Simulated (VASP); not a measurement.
The compound is ZnS (space group P6_3mc, No. 186), taken as the end point of a relaxation with VASP Kohn-Sham DFT of a periodic cell, optPBE-vdW, VASP PAW PBE potentials, recommended in VASP.

Space group P6_3mc (No. 186). a = 3.862 Å, b = 3.862 Å, c = 6.341 Å, α = 90.00°, β = 90.00°, γ = 120.00°
```tsv
atom	site	symmetry	x	y	z
Zn	2b	3m.	0.6667	0.3333	0.5054
S	2b	3m.	0.6667	0.3333	0.8796
```

Describe the stacking along c, with columns A (0, 0), B (1/3, 2/3), C (2/3, 1/3) of the hexagonal mesh.

Zn(B) – S(B) – Zn(C) – S(C) (four layers in 6.34 Å).

S layers alone: BC, the hexagonal close-packed type.

Zn: two tetrahedral sites, counted in one hexagonal cell.

Polytype symbol 2H, the symbol of a tetrahedral polytype (number of double layers in the repeat and lattice).

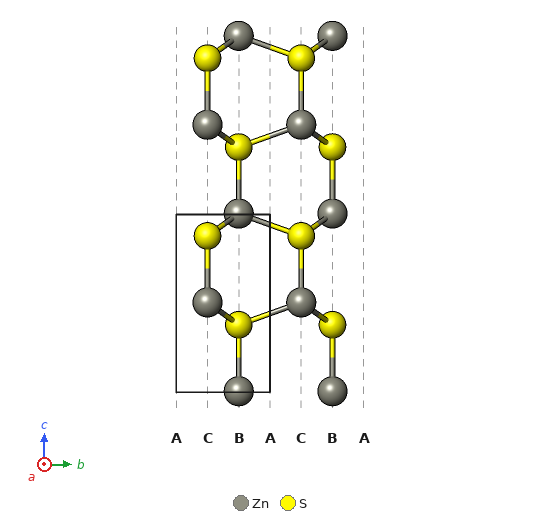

Projection along an edge of the hexagonal mesh, stacking direction c upwards. The dashed lines mark the three columns A (0, 0), B (1/3, 2/3) and C (2/3, 1/3). The sequence starts with the first layer at or above the cell's origin.
